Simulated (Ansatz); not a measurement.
## Two runs on TiC

System: TiC (2 atoms in the cell).
Method of the first run: DFT r2SCAN, scalar-relativistic, plane waves, PAW, no spin polarisation (Ansatz 0.2.0).

The structure derives from an entry of the Crystallography Open Database. Text and figures count atoms from 1; the logs count them from 0 in places.

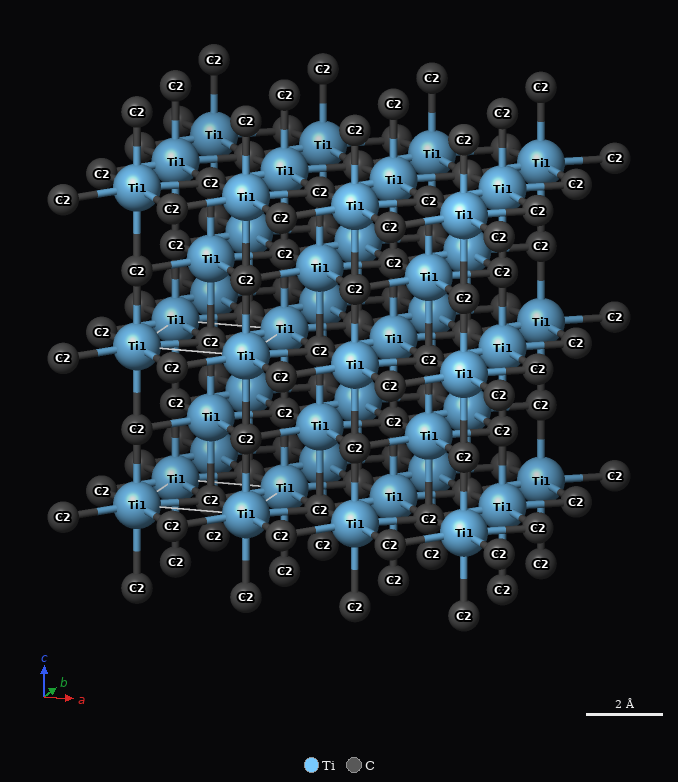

Fig. 1: The structure (ball-and-stick view of the cell 2 times as large as that of the calculation, set on its symmetry axes, repeated 3 × 2 × 2, seen slightly off an axis; bonded neighbours outside the cell are drawn too; atoms are numbered from 1 in the order of the input). An atom can appear more than once, as a periodic image.

**Input file, the first run**
```yaml
crystal:
  lattice:
    - [0.0, 2.164, 2.164]
    - [2.164, 0.0, 2.164]
    - [2.164, 2.164, 0.0]
  atoms:
    - { symbol: Ti, position: [0.0, 0.0, 0.0] }
    - { symbol: C, position: [0.4768946396, 0.5231053604, 0.4768946396] }
basis:
  ecutwfc: 500
kpoints:
  mp_grid: { grid: [18, 18, 18] }
hamiltonian:
  xc: r2scan
scf:
  occupations: { method: gaussian, width: 0.15 }
output:
  forces: true
  stress: true
  eigenvalues: true
```

Command:
```bash
ansatz run input.yaml --threads 1 --pin off --max-ram 2560MiB --backend cpu --events-out ev --progress --plain --runs-dir out
```

Hardware: 1 thread of AMD EPYC (Zen 3), 192 GiB of memory available, shared host.

**Output, shortened to warnings, some set-up lines, iterations and results (the first run)**
```
Basis set: ecut = 500 eV, 531 PW (Γ), exchange–correlation on 96×96×96 points (64 copies of the dense FFT grid, shifted against one another)
Symmetry: 8 space group operations
k-points: 480 of 5832 (time reversal used)
Initial density: superposition of atomic densities (neutral atoms: chi_scale 0, normalization atom), corrected by the library's trained network
[...]
SCF iter   1: F=—  HF=-2757.916922 eV  |F-HF|=—  |Δ(HF+E_count)|=         —  Δρ=1.85e-2  dr2=7.47e-2  dr2_τ=1.41e-1  ethr=1.77e-3  ⟨swp⟩=4.5  Hψ=29945  notcnv=0
SCF iter   2: F=—  HF=-2757.969258 eV  |F-HF|=—  |Δ(HF+E_count)|=   5.23e-2  Δρ=6.26e-3  dr2=3.38e-3  dr2_τ=1.65e-3  ethr=4.67e-4  ⟨swp⟩=2.0  Hψ=13462  notcnv=0  defer=2
SCF iter   3: F=—  HF=-2757.971186 eV  |F-HF|=—  |Δ(HF+E_count)|=   1.93e-3  Δρ=3.14e-3  dr2=7.63e-4  dr2_τ=7.07e-5  ethr=2.12e-5  ⟨swp⟩=1.9  Hψ=6480  notcnv=0  defer=2
SCF iter   4: F=—  HF=-2757.971837 eV  |F-HF|=—  |Δ(HF+E_count)|=   6.51e-4  Δρ=8.10e-4  dr2=9.61e-5  dr2_τ=4.95e-6  ethr=4.77e-6  ⟨swp⟩=2.5  Hψ=7590  notcnv=0  defer=2
SCF iter   5: F=—  HF=-2757.971870 eV  |F-HF|=—  |Δ(HF+E_count)|=   3.33e-5  Δρ=1.32e-4  dr2=2.94e-6  dr2_τ=1.20e-7  ethr=6.00e-7  ⟨swp⟩=2.3  Hψ=7721  notcnv=0  defer=2
SCF iter   6: F=-2757.971871 eV  HF=-2757.971871 eV  |F-HF|=1.33e-8  |Δ(HF+E_count)|=   1.00e-6  Δρ=1.70e-5  dr2=3.92e-8  dr2_τ=4.78e-9  ethr=6.25e-10  ⟨swp⟩=3.9  Hψ=26381  …
SCF 1 converged in 6 iterations: F = -2757.971871 eV  dr2 = 3.92e-8
SCF converged after 6 iterations
Free energy (F): -2757.971871 eV
Harris-Foulkes:  -2757.971871 eV  (|F-HF|=1.33e-8)
Internal energy: -2757.969117 eV  (E = F + TS)
E sigma→0 (E₀):  -2757.970494 eV
Entropy (-TS):   -0.002754 eV (-1.377 meV/atom)
Fermi energy:    14.846181 eV
--- Per-component energies (eV) ---
  E_band       = -125.252549
  E_kinetic    = 363.269400
  E_local      = -772.919903  (includes V_loc(G=0)·N_el)
  E_nonlocal   = 30.929215
  E_hartree    = 313.212211
  E_xc         = -142.439908
  E_vxc        = -200.924474  (∫ρ·V_xc dr)
  E_paw        = -1156.090533  (= ΣΔE_a)
  E_vpaw       = -184.516547  (= ΣTr[D̂ρ^β])
  E_aug_tail   = 0.000098  (compensation charges beyond the density's cutoff)
  E_vtau       = 12.487885  (kinetic-family band-sum trace: ∫τ·v_τ [+ j·A + Jᵃ·Aᵃ] dr)
  E_ewald      = -1393.651466
  E_core_change = -0.278231  (= ΣΔE_core)
  E_smearing   = -0.002754  (= −TS)
  E_closure    = 0.000000  (closes the sum)
  Σ components = -2757.971871   (vs F -2757.971871, Δ=0.00e0)
--- Forces (eV/Å), atoms counted from 1 ---
  atom   1  Ti     0.00000000    -0.87493981     0.00000000
  atom   2  C     -0.00000000     0.87498930     0.00000000
  max |Σ_I F_I| component: 4.95e-5 eV/Å
--- Stress (GPa, compression-positive) ---
        0.236706       0.000000       0.000000
        0.000000       2.978941       0.000000
        0.000000       0.000000       0.236706
  P = ⅓ Tr σ = 1.1508 GPa (11.508 kbar)
```

The input of the second run differs as follows (lines with − go, lines with + come):
```diff
-    - { symbol: C, position: [0.4768946396, 0.5231053604, 0.4768946396] }
+    - { symbol: C, position: [0.5144408503, 0.4855591497, 0.5144408503] }
```

Predict how the results change.

With the same functional and potentials, the second run lies 13.5 meV per atom lower. The pressure goes from 1.15 to 0.43 GPa. The largest force goes from 0.875 to 0.566 eV/Å. The number of SCF iterations is the same.

**Output, shortened to warnings, some set-up lines, iterations and results (the second run)**
```
Basis set: ecut = 500 eV, 531 PW (Γ), exchange–correlation on 96×96×96 points (64 copies of the dense FFT grid, shifted against one another)
Symmetry: 8 space group operations
k-points: 480 of 5832 (time reversal used)
Initial density: superposition of atomic densities (neutral atoms: chi_scale 0, normalization atom), corrected by the library's trained network
[...]
SCF iter   1: F=—  HF=-2757.944388 eV  |F-HF|=—  |Δ(HF+E_count)|=         —  Δρ=1.86e-2  dr2=7.52e-2  dr2_τ=1.40e-1  ethr=1.77e-3  ⟨swp⟩=4.5  Hψ=29932  notcnv=0
SCF iter   2: F=—  HF=-2757.996309 eV  |F-HF|=—  |Δ(HF+E_count)|=   5.19e-2  Δρ=6.28e-3  dr2=3.37e-3  dr2_τ=1.67e-3  ethr=4.70e-4  ⟨swp⟩=2.0  Hψ=13461  notcnv=0  defer=1
SCF iter   3: F=—  HF=-2757.998261 eV  |F-HF|=—  |Δ(HF+E_count)|=   1.95e-3  Δρ=3.16e-3  dr2=7.69e-4  dr2_τ=7.11e-5  ethr=2.11e-5  ⟨swp⟩=1.9  Hψ=6451  notcnv=0  defer=1
SCF iter   4: F=—  HF=-2757.998919 eV  |F-HF|=—  |Δ(HF+E_count)|=   6.58e-4  Δρ=8.11e-4  dr2=9.47e-5  dr2_τ=4.83e-6  ethr=4.81e-6  ⟨swp⟩=2.5  Hψ=7608  notcnv=0  defer=1
SCF iter   5: F=—  HF=-2757.998953 eV  |F-HF|=—  |Δ(HF+E_count)|=   3.44e-5  Δρ=1.28e-4  dr2=2.68e-6  dr2_τ=1.14e-7  ethr=5.92e-7  ⟨swp⟩=2.4  Hψ=7729  notcnv=0  defer=1
SCF iter   6: F=-2757.998954 eV  HF=-2757.998954 eV  |F-HF|=1.24e-8  |Δ(HF+E_count)|=   9.66e-7  Δρ=1.73e-5  dr2=4.19e-8  dr2_τ=5.21e-9  ethr=6.25e-10  ⟨swp⟩=3.8  Hψ=26006  …
SCF 1 converged in 6 iterations: F = -2757.998954 eV  dr2 = 4.19e-8
SCF converged after 6 iterations
Free energy (F): -2757.998954 eV
Harris-Foulkes:  -2757.998954 eV  (|F-HF|=1.24e-8)
Internal energy: -2757.995947 eV  (E = F + TS)
E sigma→0 (E₀):  -2757.997450 eV
Entropy (-TS):   -0.003008 eV (-1.504 meV/atom)
Fermi energy:    14.813697 eV
--- Per-component energies (eV) ---
  E_band       = -125.263961
  E_kinetic    = 363.106776
  E_local      = -771.904860  (includes V_loc(G=0)·N_el)
  E_nonlocal   = 30.879015
  E_hartree    = 312.758372
  E_xc         = -142.411013
  E_vxc        = -200.881996  (∫ρ·V_xc dr)
  E_paw        = -1156.055264  (= ΣΔE_a)
  E_vpaw       = -184.462185  (= ΣTr[D̂ρ^β])
  E_aug_tail   = 0.000099  (compensation charges beyond the density's cutoff)
  E_vtau       = 12.485099  (kinetic-family band-sum trace: ∫τ·v_τ [+ j·A + Jᵃ·Aᵃ] dr)
  E_ewald      = -1394.090840
  E_core_change = -0.278231  (= ΣΔE_core)
  E_smearing   = -0.003008  (= −TS)
  E_closure    = -0.000000  (closes the sum)
  Σ components = -2757.998954   (vs F -2757.998954, Δ=0.00e0)
--- Forces (eV/Å), atoms counted from 1 ---
  atom   1  Ti     0.00000000     0.56645072    -0.00000000
  atom   2  C      0.00000000    -0.56647618     0.00000000
  max |Σ_I F_I| component: 2.55e-5 eV/Å
--- Stress (GPa, compression-positive) ---
        0.071478       0.000000       0.000000
        0.000000       1.144562       0.000000
        0.000000       0.000000       0.071478
  P = ⅓ Tr σ = 0.4292 GPa (4.292 kbar)
```

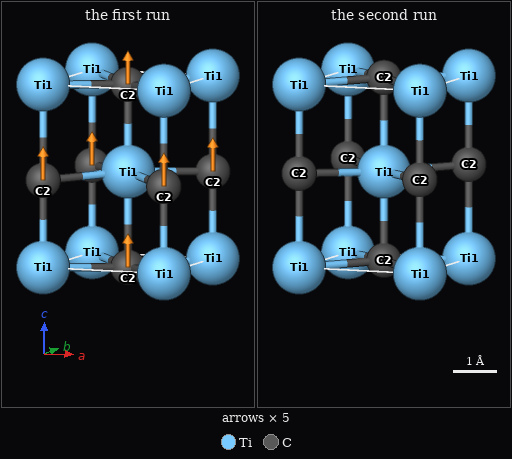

Fig. 2: The two input geometries at one scale (ball-and-stick view of the cell 2 times as large as that of the calculation, set on its symmetry axes, seen slightly off an axis). The orange arrows on the first give the shifts of the atoms relative to the cell, magnified 5 times. C2 moves most: 0.16 Å. Ti stays in place. The cell doesn't change. Among the contacts that change: Ti1–C2 2.064 → 2.227 Å.

**The two runs side by side**

| quantity | the first run | the second run |
| --- | --- | --- |
| outcome | converged | converged |
| free energy per atom (eV) | −1378.9859 | −1378.9995 |
| energy per atom, smearing taken to zero (eV) | −1378.9852 | −1378.9987 |
| gap on the mesh (eV) | 0.00 | 0.00 |
| pressure (GPa) | 1.15 | 0.43 |
| largest force (eV/Å) | 0.875 | 0.566 |
| SCF iterations | 6 | 6 |
| irreducible k-points | 480 | 480 |
| plane waves at Γ | 531 | 531 |
| wall time (shared host) | 20 s | 23 s |
